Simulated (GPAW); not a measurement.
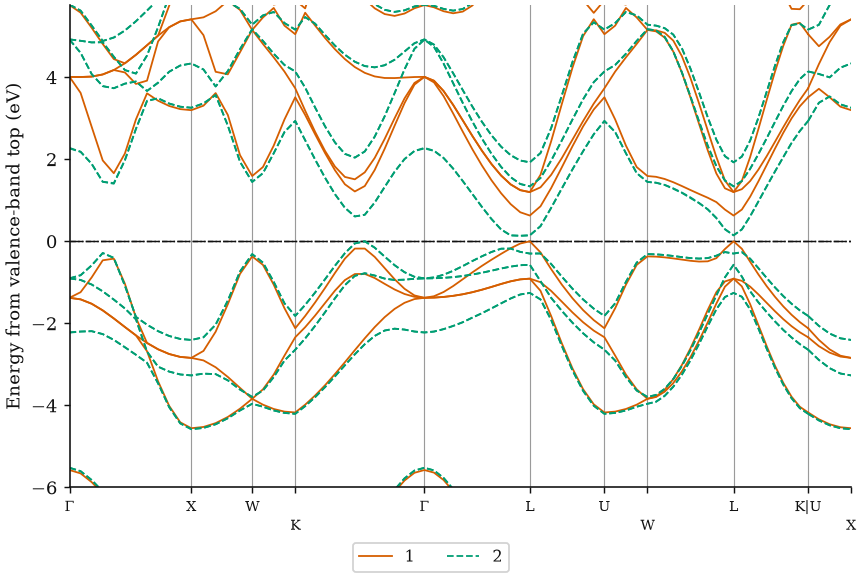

Band structures of rocksalt PbTe, space group Fm-3m, 2 atoms in the primitive cell (cubic a = 6.462 Å), by two methods on the same cell. Each is counted from its own valence-band top.

**Which curve is which? The methods: PBEsol, PBEsol+SOC.**

1 is PBEsol; 2 is PBEsol+SOC. PBEsol gives a gap of 0.63 eV along the path and PBEsol+SOC gives a gap of 0.14 eV along the path. Spin-orbit coupling splits levels that are degenerate without it.

Settings. PBEsol: PAW data sets generated in the run's folder for this functional, no spin polarisation, no spin-orbit coupling, 7×7×7 k mesh, 600 eV cutoff, Fermi-Dirac smearing of 0.05 eV (GPAW 26.7.0). PBEsol+SOC: PAW data sets generated in the run's folder for this functional, spin-orbit coupling, no magnetisation, 7×7×7 k mesh, 600 eV cutoff, Fermi-Dirac smearing of 0.05 eV (GPAW 26.7.0).

PBEsol+SOC: spin-orbit coupling was added after a scalar SCF, so levels and gaps hold it while energy, forces, pressure and moments don't. PBEsol+SOC: this program's spin-orbit splittings come out too wide for heavy elements. PBEsol+SOC: with spin-orbit coupling, semilocal functionals often invert the band edges at L; the gap is given by its size, and a larger one can be an inverted one. LDA, GGA and most meta-GGA functionals understate gaps.
